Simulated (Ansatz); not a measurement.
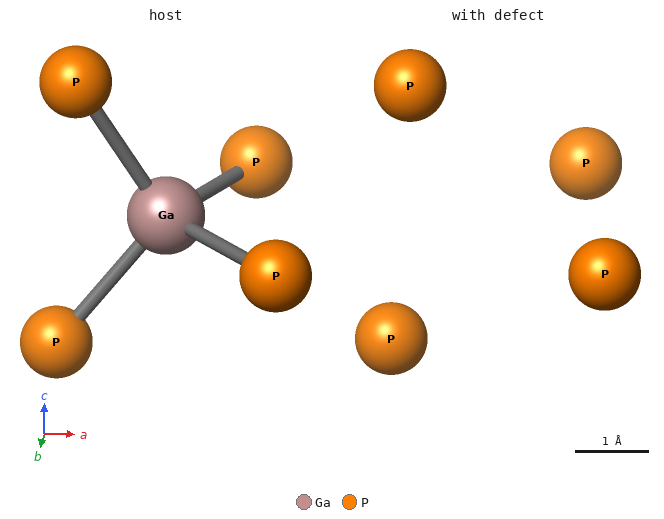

Left: perfect GaP. Right: the same region with one point defect, after relaxing the atoms in a supercell of 8 sites. The picture is a ball-and-stick view of the atoms within 3.8 Å of one point, seen from a free direction.

Method: DFT PBE, scalar-relativistic, plane waves, PAW (Ansatz). (plane-wave cutoff 420 eV; k-point mesh 3 × 3 × 3; occupations gaussian; smearing width 0.01 eV; collinear spin) The cell is small and the k-mesh coarse, so the numbers are rough. A uniform background neutralises the charged cell. The axes drawn are those of the host's conventional cell.

### Which defect is it?

A gallium atom is taken out (a vacancy).

The charge state of the cell is −1.

### What does the relaxation do around it?

Around the empty Ga site the host had 4 P at 2.38 Å; after relaxation the nearest atoms are 4 P at 2.32 Å. Of the host's atoms, a phosphorus atom moves furthest from its site, by 0.06 Å.
